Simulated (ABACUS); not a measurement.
# Energy of EuO along an even scaling of the cell

System: EuO (Fm-3m, 2 atoms in the cell).
Method: Kohn-Sham DFT of a periodic cell, PBE, PseudoDojo NC SR 0.4.1 PBE standard, lanthanides 3+ (f in core), spin-polarised (ABACUS 3.10.1).

The 7 runs differ only in the geometry, by an even scaling of the cell at fixed fractional positions. The structure derives from an entry of the Crystallography Open Database.

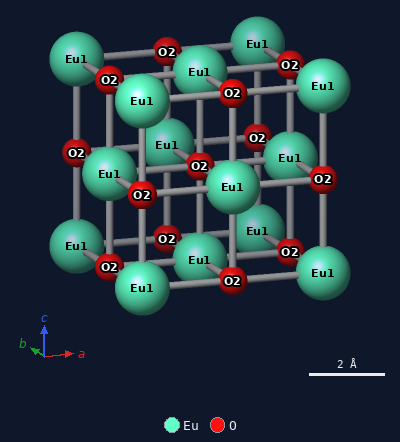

Figure 1. The structure of run 4 (ball-and-stick view of the cell 4 times as large as that of the calculation, set on its symmetry axes, seen slightly off an axis; atoms are numbered from 1 in the order of the input).

## Input of run 4
```
INPUT_PARAMETERS
suffix              EuO
calculation         scf
basis_type          pw
pseudo_dir          ./
symmetry            1
dft_functional      pbe
ecutwfc             84
pseudo_rcut         10
nspin               2
nbands              13
ks_solver           dav
smearing_method     fd
smearing_sigma      0.00367493
scf_thr             1e-08
scf_nmax            100
mixing_type         broyden
mixing_beta         0.4
cal_force           1
cal_stress          1
kpar                4
```

## File STRU of run 4
```
ATOMIC_SPECIES
Eu 151.9640 Eu.upf
O 15.9990 O.upf

LATTICE_CONSTANT
1.8897261246

LATTICE_VECTORS
0.0000000000 2.5719500000 2.5719500000
2.5719500000 0.0000000000 2.5719500000
2.5719500000 2.5719500000 0.0000000000

ATOMIC_POSITIONS
Direct

Eu
0.0
1
0.0000000000 0.0000000000 0.0000000000 1 1 1 mag 0

O
0.0
1
0.5000000000 0.5000000000 0.5000000000 1 1 1 mag 0
```

## File KPT of run 4
```
K_POINTS
0
Gamma
9 9 9 0 0 0
```

Command:
```bash
OMP_NUM_THREADS=1 mpirun -np 4 abacus > log
```

Lattice vectors (Å) and fractional positions of run 4:
```
   0.000000    2.571950    2.571950
   2.571950    0.000000    2.571950
   2.571950    2.571950    0.000000
Eu  0.000000  0.000000  0.000000
O   0.500000  0.500000  0.500000
```

Run 3 differs from it as follows:
```diff
-0.0000000000 2.5719500000 2.5719500000
-2.5719500000 0.0000000000 2.5719500000
-2.5719500000 2.5719500000 0.0000000000
+0.0000000000 2.5546880705 2.5546880705
+2.5546880705 0.0000000000 2.5546880705
+2.5546880705 2.5546880705 0.0000000000
```

## Results, with one run withheld

```tsv
run	volume per atom (Å³)	free energy per atom, from the lowest run given (meV)	pressure (GPa)
1	15.992	0.00	−9.22
2	16.333	21.73	−11.24
3	16.673	?	?
4	17.013	76.52	−14.36
5	17.354	108.14	−15.44
6	17.694	141.95	−16.43
7	18.034	177.72	−17.24
```

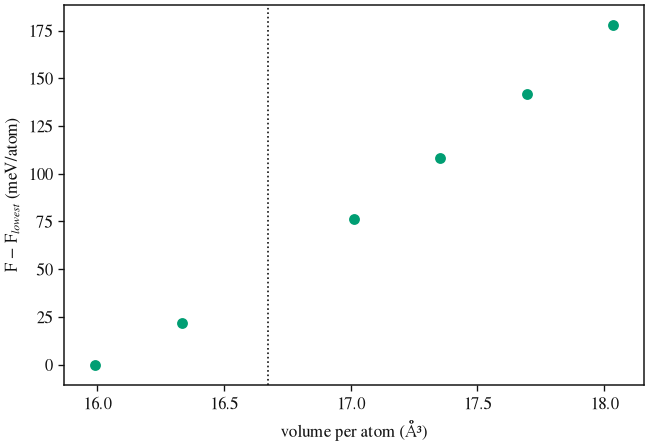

Figure 2. Free energy per atom of the runs given; the dotted line marks run 3.

What should run 3 give?

A cubic polynomial in V^(−2/3) (the Birch–Murnaghan form), fitted to the 6 runs given, misses them by at most 0.10 meV per atom. With x = V^(−2/3) − 0.15099 Å⁻², it reads F = 79.225 − 15250 x + 4.545e+05 x² + 4.116e+06 x³ (meV per atom). At run 3 it gives 47.48 meV per atom, and the run itself gives 47.45. The slope of the fit gives a pressure −dF/dV of −12.92 GPa there, and the run prints −12.98 GPa. The two needn't agree exactly: the fit is approximate, and the printed stress is taken on a finite basis. The fit has no minimum inside this range.

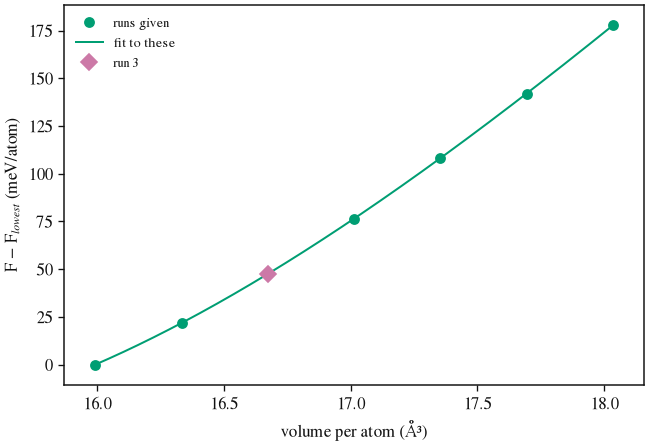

Figure 3. The fit and the withheld run.

## Some lines of the output (run 3)
```
[...]
 E_Fermi        1.0109753075         13.7550247190
 E_Fermi        1.0112604431         13.7589041887
 E_Fermi        1.0115264904         13.7625239472
 E_Fermi        1.0118332290         13.7666973402
 E_Fermi        1.0121440780         13.7709266574
 E_Fermi        1.0122046627         13.7717509556
 E_Fermi        1.0122054618         13.7717618277
 E_Fermi        1.0122029215         13.7717272640
 E_KS(sigma->0) -115.0450779824      -1565.2685874155
 E_Fermi        1.0122040146         13.7717421369
 final etot is -1565.2726423 eV
 EFERMI = 13.771742137 eV
 TOTAL-PRESSURE: -129.838583 KBAR
 !FINAL_ETOT_IS -1565.2726422610453483 eV
```

Notes: Points of doubt noted for this run: f electrons in core.
